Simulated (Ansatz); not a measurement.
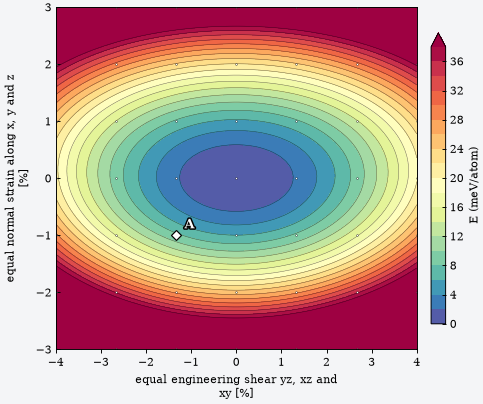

SrTiO3 (I4/mcm, No. 140; 10 atoms in the cell). 
- The energy is mapped over two homogeneous strains (x along [1 0 0], y along [0 1 0], z along [0 0 1] of the conventional cell).
- Coordinates scanned: (1) equal engineering shear yz, xz and xy; (2) equal normal strain along x, y and z.
- Nothing is relaxed (fractional coordinates fixed).
- The scan uses a 7 × 7 grid.
- Points are written as (first, second).
- All energies are given in meV/atom relative to the lowest grid point.
- Method: DFT PBE, scalar-relativistic, plane waves, PAW (Ansatz 0.2.0). Settings: cutoff 520 eV, k-mesh 8×8×8, gaussian smearing 0.05 eV, no spin polarisation.

Drawn: filled contours, dots at the grid points, one colour for all values above the top of the scale, the point A. Between grid points the surface is interpolated.

Q: Which way does the force act at A, and how strong is it?

A: A, at (−1.33 %, −1 %), is not a stationary point. The computed force is 3.7 meV/atom for each 1 % towards larger values of the first coordinate and 13 meV/atom for each 1 % towards larger values of the second coordinate.

PAW datasets: the set soft_1.
